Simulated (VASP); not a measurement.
# From one sheet to two: 2H-MoS2 monolayer, part 6 of 6

What are the lattice, gap and band positions of 2H-MoS2 monolayer, and what does a second sheet change?

VASP 6.6.1, plane waves and PAW; the level of theory is named at each step.

So far, gap on the k-mesh (eV): step 2 (relaxing the monolayer) 1.75; step 8 (a rigid stacking) 1.18; step 13 (relaxing the bilayer) 1.30.

**14. Levels and bands of the bilayer (continued)**

Level of this step: optB86b-vdW, no spin polarisation; plane waves and PAW (Mo, S) (VASP).

From OUTCAR (step 14):

```text
   NELECT =      36.0000    total number of electrons

 E-fermi :  -0.3341

 k-point     1 :       0.0000    0.0000    0.0000
  band No.  band energies     occupation
    ...
     14      -2.2604      2.00000
     15      -2.2604      2.00000
     16      -2.1619      2.00000
     17      -1.1354      2.00000
     18      -0.4661      2.00000
     19       1.9681      0.00000
     20       1.9864      0.00000
     21       2.0031      0.00000
     22       2.0505      0.00000
     23       2.1543      0.00000
    ...

Total vdW correction in eV:      5.7372217

  Total        0.0644654      0.0644654     -0.1321703      0.0000000      0.0000000     -0.0000000
  in kB        0.4519951      0.4519951     -0.9267034      0.0000000      0.0000000     -0.0000000
  external PRESSURE =      -0.0075711 kB  Pullay stress =       0.0000000 kB

 POSITION                                       TOTAL-FORCE (eV/Angst)
 -----------------------------------------------------------------------------------
     -0.00000      1.82573     10.09609        -0.000000     -0.000000      0.000294
      1.58113      0.91286     16.29029        -0.000000     -0.000000     -0.000294
      1.58113      0.91286      8.52406         0.000000      0.000000      0.001180
      1.58113      0.91286     11.67000         0.000000      0.000000     -0.003694
     -0.00000      1.82573     14.71639         0.000000     -0.000000      0.003694
     -0.00000      1.82573     17.86232        -0.000000     -0.000000     -0.001180
 -----------------------------------------------------------------------------------
    total drift:                                0.000000      0.000000      0.000000

  FREE ENERGIE OF THE ION-ELECTRON SYSTEM (eV)
  ---------------------------------------------------
  free  energy   TOTEN  =       -33.3764409130 eV

  energy  without entropy=      -33.3764409130  energy(sigma->0) =      -33.37644091

Total vdW correction in eV:      5.7372217

 vacuum level on the upper side and lower side of the slab         5.230         5.230

[... 9 parts as in an earlier step ...]

[... 9 further parts left out ...]
```

Numbers from this step:

```yaml
electronic_cycles: 25
fermi_energy: -0.3341 eV
least_gap_on_mesh_and_path: 1.296 eV
least_direct_gap_on_mesh_and_path: 1.722 eV
vacuum_levels: 5.23, 5.23 eV
ionisation_potentials_of_the_upper_and_lower_face: 5.696, 5.696 eV
electron_affinities_of_the_upper_and_lower_face: 4.400, 4.400 eV
```

Electronic bands along the path, in eV, zero at the valence-band top; v1 is the highest filled band, c1 the lowest empty one:

```tsv
point	v4	v3	v2	v1	c1	c2	c3	c4
Γ	-1.79	-1.70	-0.67	0.00	2.43	2.44	2.46	2.46
M	-1.31	-1.21	-1.07	-1.02	1.87	1.89	2.31	2.44
K	-2.54	-2.54	-0.44	-0.36	1.36	1.36	2.32	2.83
Γ	-1.79	-1.70	-0.67	0.00	2.43	2.44	2.46	2.52
```

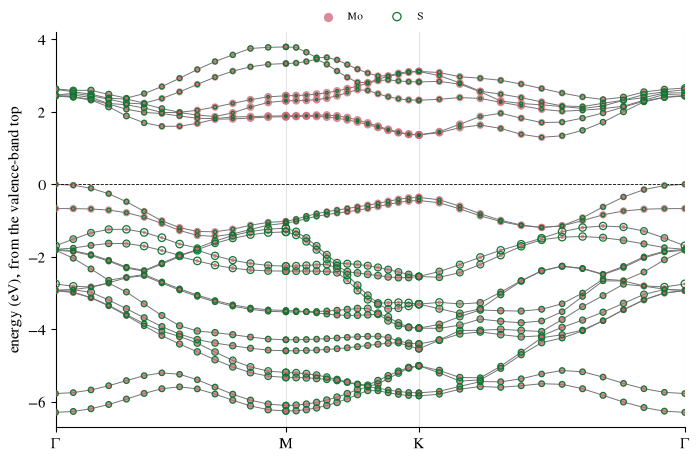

Electronic bands along the path; dots are coloured as in the legend, and their area grows with the weight.

The planar average of the electrostatic potential oscillates, so the rows of the table below give means over windows of 2 Å about each position, cut where the curve ends. Its maxima inside the range that stand out by 2 % of the span (Å: eV): 9.3: -5.27, 10.9: -5.29, 13.2: 4.70, 15.5: -5.29, 17.1: -5.27. Its minima: 8.6: -14.7, 10.1: -8.75, 11.6: -14.7, 14.8: -14.7, 16.3: -8.75, 17.8: -14.7.

Zero at the Fermi level. The planar average of the electrostatic potential by height; means over each step:

```tsv
height (Å)	planar average of the electrostatic potential (eV)
0	5.57
2	5.57
4	5.56
6	5.49
8	-4.69
10	-7.03
12	-5.92
14	-3.25
16	-7.54
18	-6.86
20	5.31
22	5.56
24	5.56
26	5.57
```

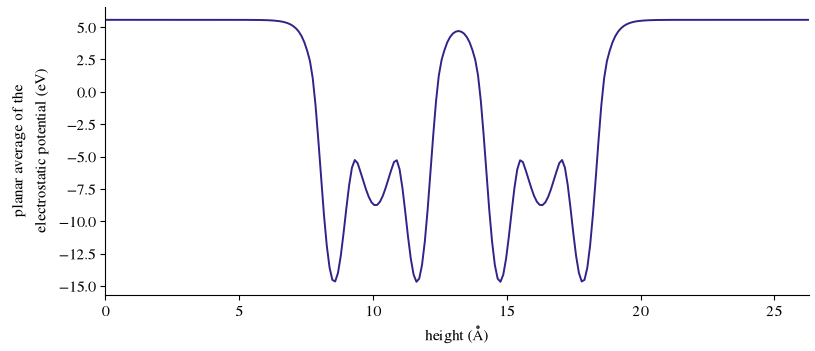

Planar average of the electrostatic potential against height.

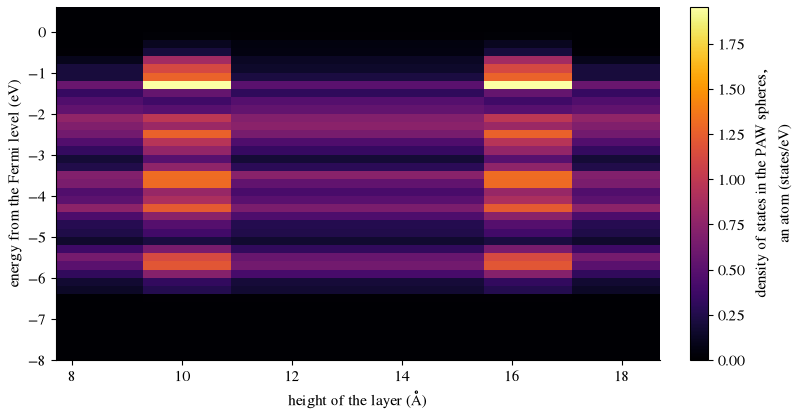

Density of states in the PAW spheres, an atom over height of the layer and energy from the Fermi level.

The map of layer states is cut here 0.5 eV above the Fermi level, so it leaves out the states above that.

The vacuum level lies 5.70 eV above the highest filled level at the upper face; both faces agree, as the slab has next to no dipole.

The program found no field-free point at its default tolerance, but its printed level agrees with the flat part of the planar average.

**15. Derived quantities**

This step: monolayer and bilayer, optB86b-vdW; plane waves and PAW + nonlocal (VASP 6.6.1).

No new run; the numbers come from the runs before.

Numbers from this step:

```yaml
polarisability_per_area_of_the_slab_or_monolayer: 0.4102 Å
gap_with_spin_orbit: 1.675 eV
binding_energy: -25.74 meV/Å²
interlayer_gap: 3.046 Å
bilayer_gap: 1.296 eV
bilayer_level_below_vacuum: 5.696 eV
lattice_a: 3.162 Å
lattice_b: 3.162 Å
thickness: 3.143 Å
monolayer_gap: 1.754 eV
ionisation_potential_at_the_upper_face: 6.087 eV
```

VASP counts both for electrons: a positive EFIELD is a field along -c, and a positive dipole, in electrons times A, points along -c. Field, by row:

```tsv
EFIELD (eV/Å)	dipole along z of the monolayer (e Å)	energy change of the monolayer (eV)
-0.1	-0.02467	-0.001235
0	0	0
0.1	0.02467	-0.001235
```

Rigid sheets, 3.1 Å apart. Stackings, by row:

```tsv
stacking	energy above the lowest (meV/Å²)
turned by 180 degrees, shift 0.00 0.00	0
same orientation, shift 0.33 0.67	0.161
turned by 180 degrees, shift 0.67 0.33	1.765
turned by 180 degrees, shift 0.33 0.67	16.93
same orientation, shift 0.00 0.00	18.67
```

The polarisability is the slope of the dipole against the field, as a volume for each unit of area.

**16. Summary of results**

- lattice a: 3.16 Å
- monolayer gap: 1.75 eV
- gap with spin orbit: 1.68 eV
- binding energy: -25.7 meV/Å²
- interlayer gap: 3.05 Å
- bilayer gap: 1.30 eV
- polarisability per area of the slab or monolayer: 0.410 Å

In words: The monolayer relaxes to a = 3.162 Å and has a gap of 1.75 eV (1.68 eV with spin-orbit coupling). The ionisation potential is 6.09 eV at both faces. Of 5 rigid stackings the lowest has the upper sheet turned by 180 degrees and shifted by (0.00, 0.00) in cell vectors, and the highest lies 18.7 meV/Å² above it. Relaxed, the sheets lie 3.05 Å apart and bind by 25.7 meV/Å². The next stacking lies close, and only the lowest was relaxed, so the order could change. The second sheet narrows the gap, to 1.30 eV. All runs are without spin polarisation. The bilayer keeps the monolayer's lattice, and only high-symmetry stackings were tried. Semilocal gaps are too small. Levels against the vacuum, binding and the bilayer's gap are without spin-orbit coupling.

[Lines on the potential files, build, host, timing and source positions are cut from VASP's logs without a mark.]

[Logs are printed without paths, hosts, clocks, repeated set-up lines and the standing remarks that a program may print on its own settings, such as how far it seeks lower states.]

[Hosts, paths, dates, database ids (printed as entryN), source tags and the programs' standing remarks are cut or masked in the printed files.]

[Runs that stopped without an error message from VASP are left out.]
